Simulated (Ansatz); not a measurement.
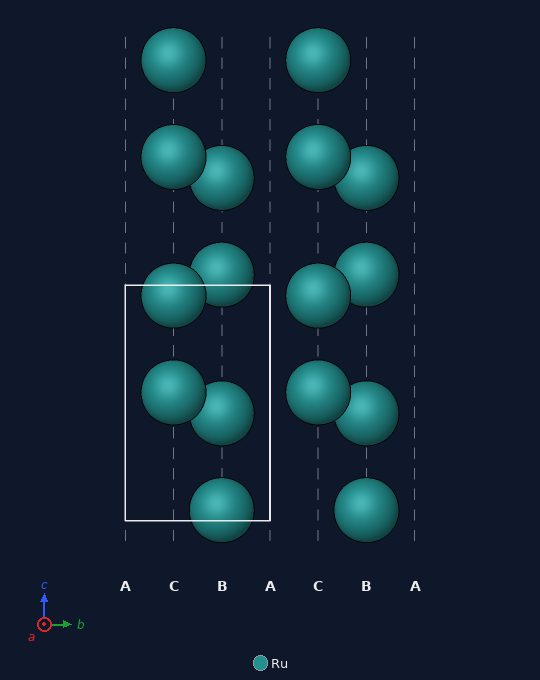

The picture looks along a close-packed row of the hexagonal mesh; c points upwards. The dashed lines mark the three columns A (0, 0), B (1/3, 2/3) and C (2/3, 1/3). The sequence starts with the first layer at or above the cell's origin.

Ru (space group P6_3/mmc, No. 194): coordinates from a relaxation with Ansatz, DFT r2SCAN, scalar-relativistic, plane waves, PAW; the starting structure was generated, so it need not be a known form of this composition.

List the layers of one repeat.

Ru(B) – Ru(B) – Ru(C) – Ru(C) (four layers in 5.62 Å).
